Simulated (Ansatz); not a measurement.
Al3Cu2 (slab)

Input file:

```
crystal:
  lattice:
    - [4.8278486183, 0.0, 0.0]
    - [0.0, 5.9931013832, 0.0]
    - [0.0, 0.0, 23.9896520748]
  atoms:
    - { symbol: Cu, position: [0.75, 0.5, 0.3126347967] }
    - { symbol: Cu, position: [0.25, 0.5, 0.3126347967] }
    - { symbol: Al, position: [0.0, 0.1593199577, 0.3524361517] }
    - { symbol: Al, position: [0.5, 0.8406800423, 0.3524361517] }
    - { symbol: Al, position: [0.0, 0.6593199577, 0.3977435772] }
    - { symbol: Al, position: [0.5, 0.3406800423, 0.3977435772] }
    - { symbol: Cu, position: [0.25, 0.0, 0.4375449322] }
    - { symbol: Cu, position: [0.75, 0.0, 0.4375449322] }
    - { symbol: Al, position: [0.5, 0.6593199577, 0.4773462873] }
    - { symbol: Al, position: [0.0, 0.3406800423, 0.4773462873] }
    - { symbol: Al, position: [0.5, 0.1593199577, 0.5226537127] }
    - { symbol: Al, position: [0.0, 0.8406800423, 0.5226537127] }
    - { symbol: Cu, position: [0.75, 0.5, 0.5624550678] }
    - { symbol: Cu, position: [0.25, 0.5, 0.5624550678] }
    - { symbol: Al, position: [0.0, 0.1593199577, 0.6022564228] }
    - { symbol: Al, position: [0.5, 0.8406800423, 0.6022564228] }
    - { symbol: Al, position: [0.0, 0.6593199577, 0.6475638483] }
    - { symbol: Al, position: [0.5, 0.3406800423, 0.6475638483] }
    - { symbol: Cu, position: [0.25, 0.0, 0.6873652033] }
    - { symbol: Cu, position: [0.75, 0.0, 0.6873652033] }
basis:
  ecutwfc: 420
kpoints:
  mp_grid: { grid: [7, 6, 1] }
hamiltonian:
  xc: pbesol
scf:
  occupations: { method: gaussian, width: 0.1 }
output:
  forces: true
  stress: true
  eigenvalues: true
  write_density: true
  write_potential: true
  elf: true
  volumetric_format: npy
efield:
  axis: 3
  dipole_correction: true
  ramp_width: 0.04
```

Launched as:

```sh
ansatz run input.yaml --threads 2 --pin off --max-ram 5120MiB --backend cpu --events-out ev --progress --plain --runs-dir out
```

Not relaxed (largest force 0.6 eV/Å); computed without spin polarisation.

Level of theory: Ansatz, DFT PBEsol, scalar-relativistic, plane waves, PAW.

### What can the converged valence pseudo-density and electron localisation function tell about the bonding?

Cu–Cu (2.41 Å): ρ is about 0.35 e/Å³ halfway; the ELF is about 0.25 at the midpoint (no localised pair shows between them).

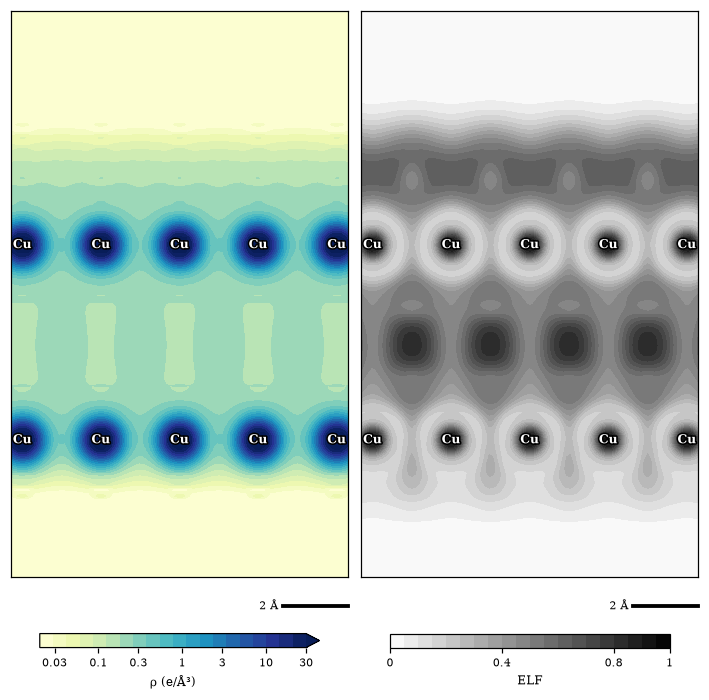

Computed valence pseudo-density and electron localisation function on the (010) plane of the calculation cell, a cut from vacuum to vacuum, in this order. 
